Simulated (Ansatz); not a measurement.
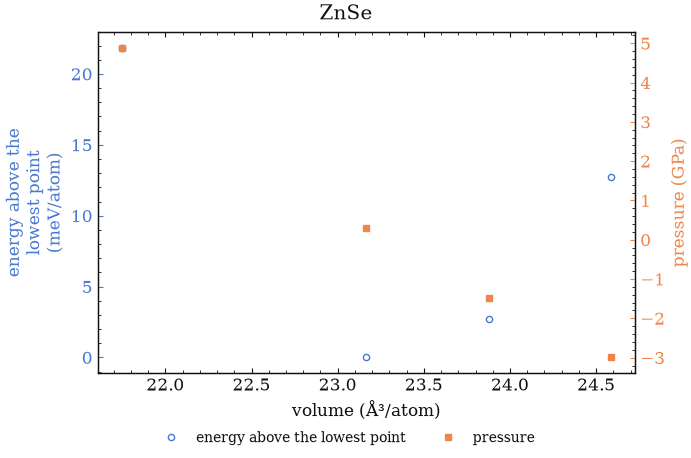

The figure shows the energy above the lowest point and pressure against volume for ZnSe, space group F-43m (No. 216) (one of a set of cubic test structures, which need not be the stable phase).

Method: equation of state of a cubic crystal from periodic Kohn-Sham density functional theory without spin, third-order Birch-Murnaghan fit to the free energies; pressure corrected for the finite basis (Ansatz 0.2.0 development build). Level: HSE06.

structure type zinc blende; atoms in cell 2; space group number 216; lattice centring face-centred primitive; k mesh 4×4×4; occupation method Fermi–Dirac; occupation width 0.05 eV; wave cutoff 660 eV; datasets hand-made PAW; density tolerance 0 eV; bands 22; density cutoff ratio 4; search for lower states default; exchange singularity regularized.

The point at volume 22.46 Å³/atom is left out of the plot. What does the calculation give there?

| volume (Å³/atom) | energy above the lowest point (meV/atom) | pressure (GPa) |
| --- | --- | --- |
| 22.46 | 5.9 | 2.402 |

Note: modest k-mesh, values are not fully converged in k.
